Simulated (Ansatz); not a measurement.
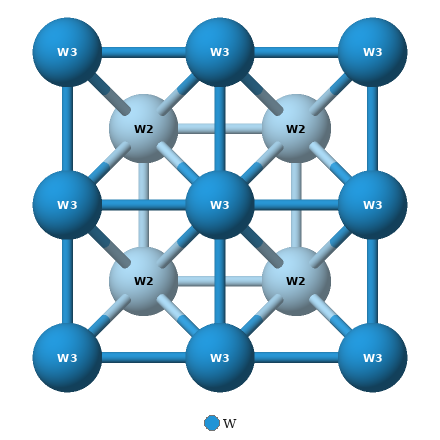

The system is C on a W(100) slab cut from the Fm-3m phase, its upper half relaxed before the scan (3 atoms of substrate and one adsorbate in a 1 × 1 cell); the picture shows it without the atoms that are moved over the map. 
- C is moved over the surface cell; relaxed at each place: the height of the adsorbate's atoms; substrate rigid; the origin of the map has the adsorbate above W3.
- Places are given modulo a cell vector. The map is drawn in real space over the plane of the surface.
- The grid has 6 × 6 points; 10 points were computed and 26 follow by symmetry.
- All energies are given in eV relative to the lowest grid point.
- With one adsorbate in each 1 × 1 cell, its nearest image is 2.8 Å away, so neighbouring adsorbates interact.
- Method: DFT LDA, scalar-relativistic, plane waves, PAW in Ansatz 0.2.0. Settings: cutoff 420 eV, k-mesh 9×9×1, gaussian smearing 0.1 eV, no spin polarisation.

Range: position of C4 along the first surface vector from 0.000 to 0.833; position of C4 along the second surface vector from 0.000 to 0.833.

### What landscape does the calculation give?

The lowest grid point is at a fourfold hollow over a second-layer W atom, (3/6, 3/6) of the cell vectors. No other kind of well shows on this grid. The highest grid point, the top site over a surface W atom, (0/6, 0/6) of the cell vectors, lies 4.76 eV above the lowest. On the interpolated surface the easiest way out of the lowest well to its copy in the next cell or period passes a barrier of about 3.1 eV. At the lowest point the adsorbate has 4 W at 2.03 Å as nearest neighbours, at the highest 1 W at 1.84 Å. Its relaxed height above the top atom is 0.42 Å at the lowest and 1.84 Å at the highest point.

```tsv
second ↓, first →	0/6	1/6	2/6	3/6	4/6	5/6
5/6	4.46	4.18	3.60	2.94	3.60	4.18
4/6	3.82	3.60	3.10	1.77	3.10	3.60
3/6	3.13	2.94	1.77	0.00	1.77	2.94
2/6	3.82	3.60	3.10	1.77	3.10	3.60
1/6	4.46	4.18	3.60	2.94	3.60	4.18
0/6	4.76	4.46	3.82	3.13	3.82	4.46
```

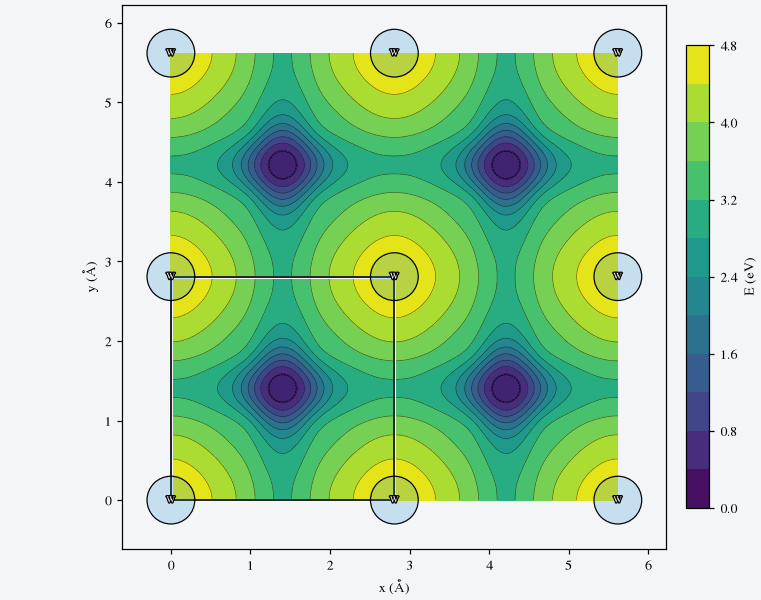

In the figure: filled contours, labelled circles for the atoms of the top layer and small ones for the second layer, the outline of one cell of the 2 × 2 shown. Between grid points the surface is interpolated.

Each point was launched as `ansatz run input.yaml --threads 1 --pin off --max-ram 3072MiB --backend cpu --events-out ev --progress --plain --runs-dir out`. Time for the 10 points that were run: 7 min on 1 thread of Arm Neoverse V2, on a shared host.

PAW datasets: the set soft_1.
